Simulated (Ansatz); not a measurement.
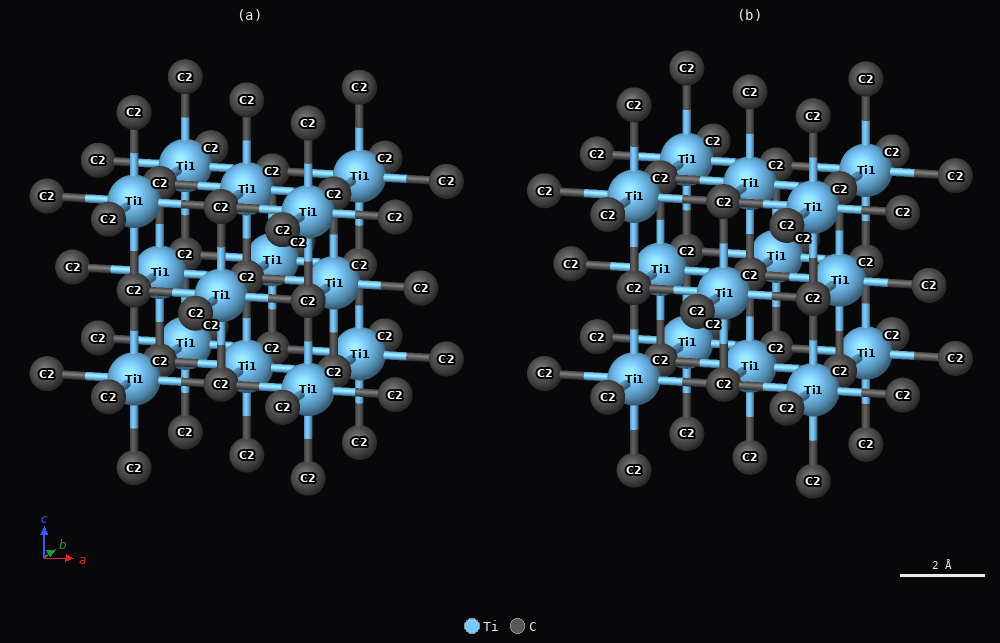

Left: a symmetric starting cell of TiC. Right: the same structure after one change, at the same scale. Style: ball-and-stick. Shown: the conventional cell (4 times the calculation's cell), slightly off an axis. Lengths and directions refer to the drawn axes.

All numbers below come from Ansatz, DFT PBEsol, scalar-relativistic, plane waves, PAW. Settings: plane-wave cutoff 420 eV; k-point mesh 16 × 16 × 16; occupations gaussian; smearing width 0.1 eV; no spin polarisation.

Question: What distinguishes the right structure from the left one?

Answer: All lengths are scaled by +2.9 % (volume +8.9 %), the atoms keeping their fractional coordinates. No relaxation follows. The starting cell wasn't computed here and needn't be at equilibrium, so pressure and forces aren't due to the change alone.

Question: What does the change do?

Answer: The pressure is −23.4 GPa (not all of it need come from the change, since the unchanged cell can be under pressure at this level too). All forces vanish by symmetry. Some distances before and after: C–Ti 2.164 → 2.226 Å. The space group stays Fm-3m (No. 225).
